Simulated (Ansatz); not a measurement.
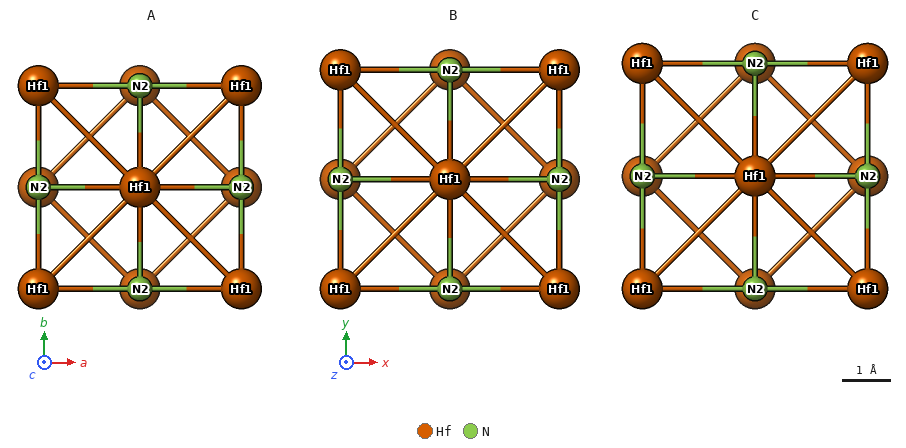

A scan of a crystal of HfN (Fm-3m) along one coordinate. x, y and z are the Cartesian axes of the input. The picture is a ball-and-stick view of the conventional cell (4 times the calculation's cell), seen along the c axis. Lengths and directions refer to the drawn axes.

Method: DFT PBE, scalar-relativistic, plane waves, PAW in Ansatz. (plane-wave cutoff 420 eV; k-point mesh 18 × 18 × 18; occupations gaussian; smearing width 0.15 eV; no spin polarisation). Energies (free energies at the smearing named) are counted from the cell as listed in its source, which wasn't relaxed.

What is being scanned?

Answer. The cell is strained equally along x and y, with the atoms kept at their fractional coordinates. In the frames the strain is −0.045 (A), 0.03 (B), 0.06 (C). Their energies are 161.5 meV/atom, 19.0 meV/atom, 106.6 meV/atom.
